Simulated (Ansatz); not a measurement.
# What a change does: single-point calculation on TaN

System: TaN (P3m1, 2 atoms in the cell).
Method of the first run: DFT r2SCAN, scalar-relativistic, plane waves, PAW, no spin polarisation (Ansatz 0.2.0).

The structure derives from an entry of the Crystallography Open Database. Text and figures count atoms from 1; the logs count them from 0 in places.

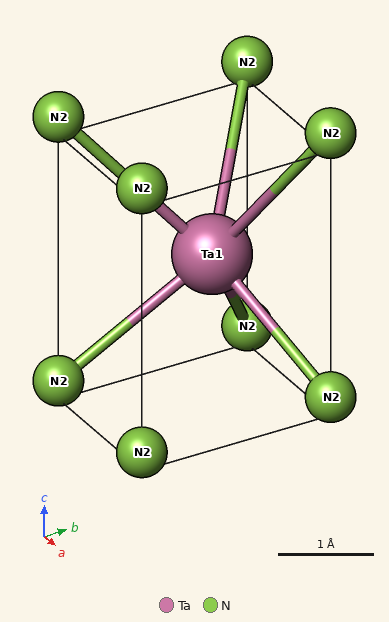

Fig. 1: The structure (ball-and-stick view of the cell of the calculation, seen slightly off an axis; atoms are numbered from 1 in the order of the input). An atom can appear more than once, as a periodic image. Near neighbours in the periodic cell (some may lie outside the picture): Ta has 6 N at 2.10 to 2.36 Å and 8 Ta at 2.88 to 2.94 Å; N has 6 Ta at 2.10 to 2.36 Å.

**Input file, the first run**
```yaml
crystal:
  lattice:
    - [2.9361543272, 0.0, 0.0]
    - [-1.4680771636, 2.5427842368, 0.0]
    - [0.0, 0.0, 2.8846185526]
  atoms:
    - { symbol: Ta, position: [0.3333333333, 0.6666666667, 0.5] }
    - { symbol: "N", position: [0.0, 0.0, 0.0693332572] }
basis:
  ecutwfc: 500
kpoints:
  mp_grid: { grid: [24, 24, 20] }
hamiltonian:
  xc: r2scan
scf:
  occupations: { method: gaussian, width: 0.15 }
output:
  forces: true
  stress: true
  eigenvalues: true
```

Launched with:
```bash
ansatz run input.yaml --threads 1 --pin off --max-ram 2560MiB --backend cpu --events-out ev --progress --plain --runs-dir out
```

Hardware: 1 thread of Intel Xeon @ 2.50GHz (Skylake/Cascade Lake), 32 GiB of memory available, shared host.

**Output, shortened to warnings, some set-up lines, iterations and results (the first run)**
```
Basis set: ecut = 500 eV, 551 PW (Γ), exchange–correlation on 96×96×96 points (64 copies of the dense FFT grid, shifted against one another)
Symmetry: 6 space group operations
k-points: 1103 of 11520 (time reversal used)
Initial density: superposition of atomic densities (neutral atoms: chi_scale 0, normalization atom), corrected by the library's trained network
[...]
SCF iter   1: F=—  HF=-10331.401762 eV  |F-HF|=—  |Δ(HF+E_count)|=         —  Δρ=1.14e-2  dr2=9.68e-3  dr2_τ=1.29e-1  ethr=1.77e-3  ⟨swp⟩=5.7  Hψ=76521  notcnv=0
SCF iter   2: F=—  HF=-10331.499409 eV  |F-HF|=—  |Δ(HF+E_count)|=   9.76e-2  Δρ=8.64e-3  dr2=8.68e-3  dr2_τ=6.85e-4  ethr=5.38e-5  ⟨swp⟩=2.0  Hψ=33546  notcnv=0
SCF iter   3: F=—  HF=-10331.503464 eV  |F-HF|=—  |Δ(HF+E_count)|=   4.06e-3  Δρ=4.66e-3  dr2=3.62e-3  dr2_τ=5.31e-4  ethr=4.82e-5  ⟨swp⟩=2.0  Hψ=19830  notcnv=0
SCF iter   4: F=—  HF=-10331.503207 eV  |F-HF|=—  |Δ(HF+E_count)|=   2.57e-4  Δρ=2.33e-3  dr2=1.19e-3  dr2_τ=8.06e-5  ethr=2.01e-5  ⟨swp⟩=2.0  Hψ=17494  notcnv=0
SCF iter   5: F=—  HF=-10331.503031 eV  |F-HF|=—  |Δ(HF+E_count)|=   1.76e-4  Δρ=5.26e-4  dr2=5.77e-5  dr2_τ=4.01e-6  ethr=6.64e-6  ⟨swp⟩=2.5  Hψ=18709  notcnv=0
SCF iter   6: F=—  HF=-10331.503025 eV  |F-HF|=—  |Δ(HF+E_count)|=   5.58e-6  Δρ=4.82e-5  dr2=5.65e-7  dr2_τ=6.91e-8  ethr=3.21e-7  ⟨swp⟩=2.0  Hψ=19573  notcnv=0
SCF iter   7: F=-10331.503025 eV  HF=-10331.503025 eV  |F-HF|=5.82e-10  |Δ(HF+E_count)|=   8.50e-8  Δρ=7.54e-6  dr2=7.80e-9  dr2_τ=1.55e-9  ethr=5.56e-10  ⟨swp⟩=6.1  Hψ=71068 …
SCF 1 converged in 7 iterations: F = -10331.503025 eV  dr2 = 7.80e-9
SCF converged after 7 iterations
Free energy (F): -10331.503025 eV
Harris-Foulkes:  -10331.503025 eV  (|F-HF|=5.82e-10)
Internal energy: -10331.502291 eV  (E = F + TS)
E sigma→0 (E₀):  -10331.502658 eV
Entropy (-TS):   -0.000734 eV (-0.367 meV/atom)
Fermi energy:    20.427633 eV
--- Per-component energies (eV) ---
  E_band       = -67.941023
  E_kinetic    = 502.863997
  E_local      = -615.259356  (includes V_loc(G=0)·N_el)
  E_nonlocal   = 59.994153
  E_hartree    = 209.272562
  E_xc         = -266.116207
  E_vxc        = -308.997953  (∫ρ·V_xc dr)
  E_paw        = -8552.485628  (= ΣΔE_a)
  E_vpaw       = -140.979161  (= ΣTr[D̂ρ^β])
  E_aug_tail   = 0.000115  (compensation charges beyond the density's cutoff)
  E_vtau       = 15.890727  (kinetic-family band-sum trace: ∫τ·v_τ [+ j·A + Jᵃ·Aᵃ] dr)
  E_ewald      = -1668.986082
  E_core_change = -0.785845  (= ΣΔE_core)
  E_smearing   = -0.000734  (= −TS)
  E_closure    = 0.000000  (closes the sum)
  Σ components = -10331.503025   (vs F -10331.503025, Δ=0.00e0)
--- Forces (eV/Å), atoms counted from 1 ---
  atom   1  Ta     0.00000000     0.00000000     3.13004626
  atom   2  N     -0.00000000     0.00000000    -3.13007400
  max |Σ_I F_I| component: 2.77e-5 eV/Å
--- Stress (GPa, compression-positive) ---
        7.914747       0.000000      -0.000000
        0.000000       7.914747       0.000000
       -0.000000       0.000000       9.733620
  P = ⅓ Tr σ = 8.5210 GPa (85.210 kbar)
```

The input of the second run differs as follows (lines with − go, lines with + come):
```diff
-    - { symbol: "N", position: [0.0, 0.0, 0.0693332572] }
+    - { symbol: "N", position: [0.0, 0.0, -0.0606666] }
```

Predict how the results change.

With the same functional and potentials, the second run lies 36.4 meV per atom lower. The pressure goes from 8.52 to 6.53 GPa. The largest force goes from 3.130 to 2.697 eV/Å. The number of SCF iterations is the same.

**Output, shortened to warnings, some set-up lines, iterations and results (the second run)**
```
Basis set: ecut = 500 eV, 551 PW (Γ), exchange–correlation on 96×96×96 points (64 copies of the dense FFT grid, shifted against one another)
Symmetry: 6 space group operations
k-points: 1103 of 11520 (time reversal used)
Initial density: superposition of atomic densities (neutral atoms: chi_scale 0, normalization atom), corrected by the library's trained network
[...]
SCF iter   1: F=—  HF=-10331.474290 eV  |F-HF|=—  |Δ(HF+E_count)|=         —  Δρ=1.13e-2  dr2=9.62e-3  dr2_τ=1.27e-1  ethr=1.77e-3  ⟨swp⟩=5.6  Hψ=76138  notcnv=0
SCF iter   2: F=—  HF=-10331.572250 eV  |F-HF|=—  |Δ(HF+E_count)|=   9.80e-2  Δρ=8.64e-3  dr2=8.71e-3  dr2_τ=6.70e-4  ethr=5.34e-5  ⟨swp⟩=2.0  Hψ=33662  notcnv=0
SCF iter   3: F=—  HF=-10331.576439 eV  |F-HF|=—  |Δ(HF+E_count)|=   4.19e-3  Δρ=4.88e-3  dr2=4.14e-3  dr2_τ=5.96e-4  ethr=4.84e-5  ⟨swp⟩=2.0  Hψ=19839  notcnv=0
SCF iter   4: F=—  HF=-10331.576040 eV  |F-HF|=—  |Δ(HF+E_count)|=   4.00e-4  Δρ=2.48e-3  dr2=1.35e-3  dr2_τ=9.17e-5  ethr=2.30e-5  ⟨swp⟩=1.9  Hψ=17632  notcnv=0
SCF iter   5: F=—  HF=-10331.575840 eV  |F-HF|=—  |Δ(HF+E_count)|=   2.00e-4  Δρ=5.58e-4  dr2=6.44e-5  dr2_τ=4.55e-6  ethr=7.52e-6  ⟨swp⟩=2.4  Hψ=18608  notcnv=0
SCF iter   6: F=—  HF=-10331.575833 eV  |F-HF|=—  |Δ(HF+E_count)|=   6.84e-6  Δρ=5.71e-5  dr2=7.64e-7  dr2_τ=8.61e-8  ethr=3.58e-7  ⟨swp⟩=2.0  Hψ=19619  notcnv=0
SCF iter   7: F=-10331.575833 eV  HF=-10331.575833 eV  |F-HF|=3.38e-9  |Δ(HF+E_count)|=   1.01e-7  Δρ=8.05e-6  dr2=1.06e-8  dr2_τ=1.50e-9  ethr=5.56e-10  ⟨swp⟩=3.5  Hψ=61023  …
SCF 1 converged in 7 iterations: F = -10331.575833 eV  dr2 = 1.06e-8
SCF converged after 7 iterations
Free energy (F): -10331.575833 eV
Harris-Foulkes:  -10331.575833 eV  (|F-HF|=3.38e-9)
Internal energy: -10331.575129 eV  (E = F + TS)
E sigma→0 (E₀):  -10331.575481 eV
Entropy (-TS):   -0.000704 eV (-0.352 meV/atom)
Fermi energy:    20.384172 eV
--- Per-component energies (eV) ---
  E_band       = -67.949307
  E_kinetic    = 502.523145
  E_local      = -612.481305  (includes V_loc(G=0)·N_el)
  E_nonlocal   = 59.866505
  E_hartree    = 208.028120
  E_xc         = -266.054887
  E_vxc        = -308.897244  (∫ρ·V_xc dr)
  E_paw        = -8552.413642  (= ΣΔE_a)
  E_vpaw       = -140.893962  (= ΣTr[D̂ρ^β])
  E_aug_tail   = 0.000115  (compensation charges beyond the density's cutoff)
  E_vtau       = 15.876229  (kinetic-family band-sum trace: ∫τ·v_τ [+ j·A + Jᵃ·Aᵃ] dr)
  E_ewald      = -1670.257334
  E_core_change = -0.785845  (= ΣΔE_core)
  E_smearing   = -0.000704  (= −TS)
  E_closure    = 0.000000  (closes the sum)
  Σ components = -10331.575833   (vs F -10331.575833, Δ=0.00e0)
--- Forces (eV/Å), atoms counted from 1 ---
  atom   1  Ta    -0.00000000     0.00000000    -2.69658106
  atom   2  N      0.00000000     0.00000000     2.69662291
  max |Σ_I F_I| component: 4.18e-5 eV/Å
--- Stress (GPa, compression-positive) ---
        5.963017       0.000000      -0.000000
        0.000000       5.963017       0.000000
       -0.000000       0.000000       7.659443
  P = ⅓ Tr σ = 6.5285 GPa (65.285 kbar)
```

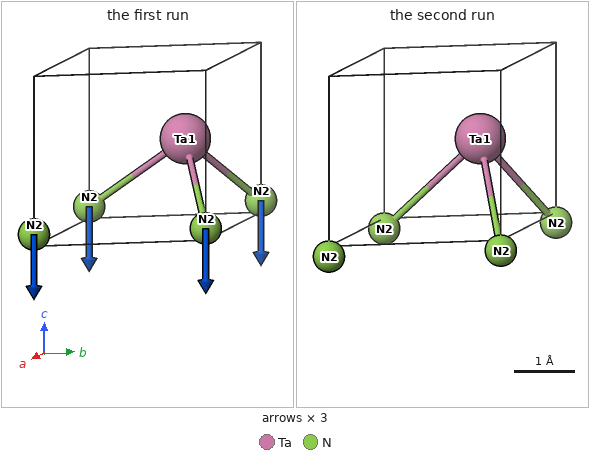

Fig. 2: The two input geometries at one scale (ball-and-stick view of the cell of the calculation, seen slightly off an axis). The blue arrows on the first give the shifts of the atoms relative to the cell, magnified 3 times. The largest move is that of N2, 0.37 Å. Ta stays in place. The lattice vectors keep their values. Among the contacts that change: Ta1–N2 2.360 → 2.117 Å.

**The two runs side by side**

```tsv
quantity	the first run	the second run
outcome	converged	converged
free energy per atom (eV)	−5165.7515	−5165.7879
gap on the mesh (eV)	0.00	0.00
pressure (GPa)	8.52	6.53
largest force (eV/Å)	3.130	2.697
SCF iterations	7	7
irreducible k-points	1103	1103
plane waves at Γ	551	551
wall time (shared host)	50 s	53 s
```

For both runs: Spin–orbit coupling is left out, which matters for Ta. For the first run: The cell is under a pressure of 8.5 GPa at this level, so it is not at its equilibrium volume. For the second run: The cell is under a pressure of 6.5 GPa at this level, so it is not at its equilibrium volume.
